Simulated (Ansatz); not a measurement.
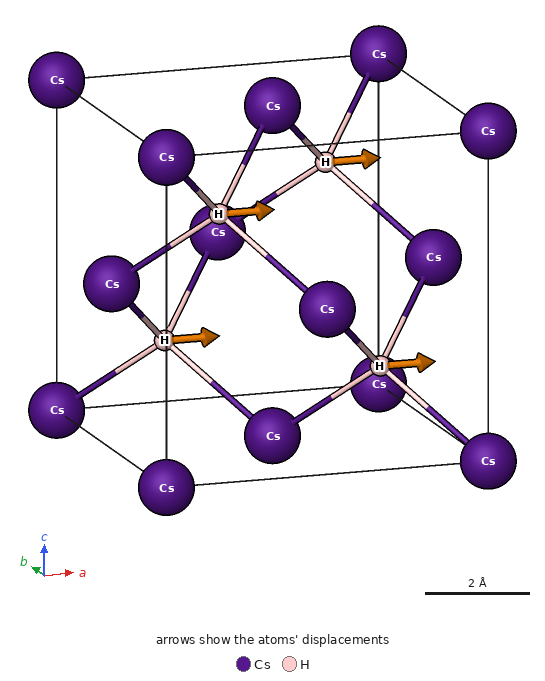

One vibrational mode of a crystal of CsH (a generated structure) at a fixed volume at the zone centre. The orange arrows give the relative displacements of the atoms. The picture is a ball-and-stick view of the conventional cell (4 times the calculation's cell), seen slightly off an axis. Lengths and directions refer to the drawn axes.

These are results of DFT LDA, scalar-relativistic, plane waves, PAW in Ansatz, not measurements. (plane-wave cutoff 420 eV; k-point mesh 8 × 8 × 8; occupations fixed; no spin polarisation)

Frequencies are those without the non-analytic (LO–TO) term.

Question: Describe the mode and give its frequency.

Answer: This is the T₂ mode (triply degenerate; one member of the set is drawn) at 585 cm⁻¹, the only optical level, infrared- and Raman-active by symmetry. The Cs atoms hardly move; the H sublattice moves as a whole against them, along a; the kinetic energy is shared as H 99 %, Cs 1 %. Its infrared intensity is 68 (D/Å)²/amu for the set. The value is the transverse one; the longitudinal partner lies at 755 cm⁻¹.
